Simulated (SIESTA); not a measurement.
System: TiNi, space group Pm-3m (No. 221).

Structure:
```
Ni Ti
1.0
     2.98807    0.00000    0.00000
     0.00000    2.98807    0.00000
     0.00000    0.00000    2.98807
Ni Ti
1 1
Cartesian
  0.0000 0.0000 0.0000
  1.4940 1.4940 1.4940
```

Method: DFT in numerical atomic orbitals with pseudopotentials, collinear spins; energies at scaled volumes of the given cell, shape and fractions fixed, counted from the fit's minimum, third-order Birch-Murnaghan fit (SIESTA 5.4.2). Level: PBEsol, collinear spin.

- k mesh: 9×9×9
- occupations: Fermi–Dirac
- smearing width: 0.05 eV
- potentials: PseudoDojo 0.4 standard, converted to PSML, two zetas on semicore shells
- program settings: basis DZP, mesh cutoff 800 Ry

Describe the result: the energy and pressure against volume. The volume takes the values 12.54, 12.81, 13.07, 13.34, 13.61, 13.87, 14.14 Å³/atom.

A third-order Birch–Murnaghan fit gives V0 = 13.00 Å³/atom, B0 = 178 GPa and B′ = 3.4. The energy is 9.65 meV/atom at volume 12.54 Å³/atom and 49.21 meV/atom at 14.14 Å³/atom; the lowest computed point is at volume 13.07 Å³/atom (0.40 meV/atom), in a single well. The pressure falls from 7.52 GPa at volume 12.54 Å³/atom to −12.78 GPa at 14.14 Å³/atom, and changes sign near 12.99 Å³/atom.

| volume (Å³/atom) | energy (meV/atom) | pressure (GPa) |
| --- | --- | --- |
| 12.54 | 9.65 | 7.52 |
| 12.81 | 1.37 | 2.63 |
| 13.07 | 0.40 | −1.24 |
| 13.34 | 4.93 | −4.14 |
| 13.61 | 14.56 | −7.44 |
| 13.87 | 29.69 | −10.59 |
| 14.14 | 49.21 | −12.78 |

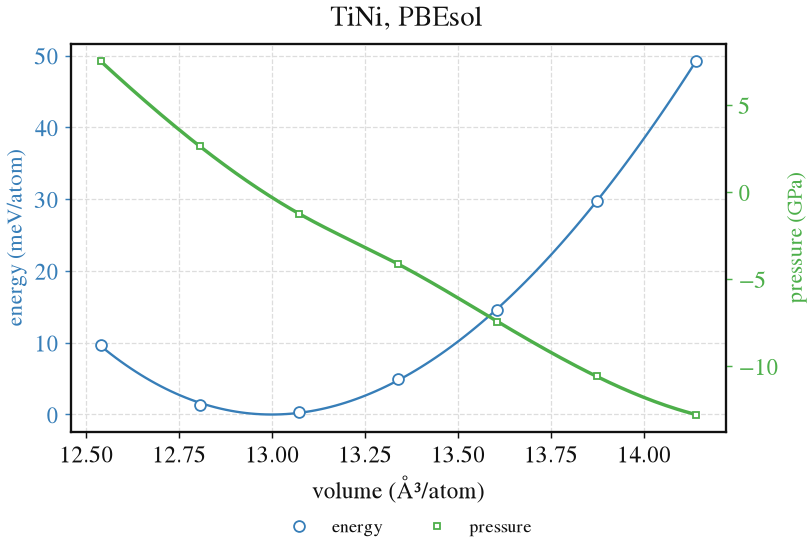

Caveats: mulliken charges of long orbitals; short basis over semicore shells.
